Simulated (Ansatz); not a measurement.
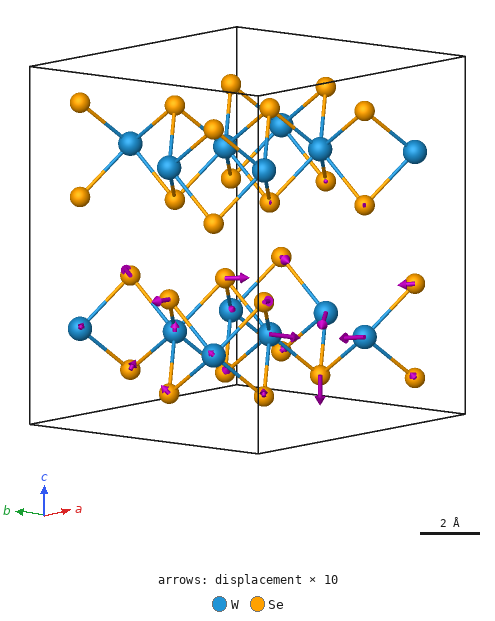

A relaxation of a defect cell of composition W14Se27. The starting structure is drawn; purple arrows show the displacements, 10 times their true length.

A ball-and-stick model of the cell of the calculation, seen from a free direction.

Case: Se vacancy (site f), charge +0, atoms relaxed at the host's cell.

These are results of DFT PBE+D3(BJ), scalar-relativistic, plane waves, PAW in Ansatz, not measurements. Settings: plane-wave cutoff 420 eV; k-point mesh 2 × 2 × 2; occupations gaussian; smearing width 0.01 eV; no spin polarisation; atoms relaxed in a fixed cell; force threshold 0.025 eV/Å; at most 45 steps.

Describe the change and its energy.

Answer. The energy falls by 0.283 eV per cell of the calculation in 4 geometry steps. Largest force component: 0.88 eV/Å at the start, 0.0091 eV/Å at the end. The largest moves, 0.12 Å, are those of W atoms. By element the largest moves are W 0.12 Å, Se 0.11 Å. The cell stays as it was. Near-neighbour distances that change, for instance: W–W 3.279 → 3.081 Å, Se–W 2.534 → 2.565 Å, Se–W 2.534 → 2.508 Å, Se–W 2.534 → 2.540 Å. Bond angles that change, for instance: W–Se–W 80.6° → 75.8°, Se–W–Se 136.1° → 132.3°, W–Se–W 80.6° → 83.7°. The run took 85 s on 4 threads of Intel(R) Xeon(R) 6975P-C (Granite Rapids), with other jobs on the host, peak memory 5.2 GiB.
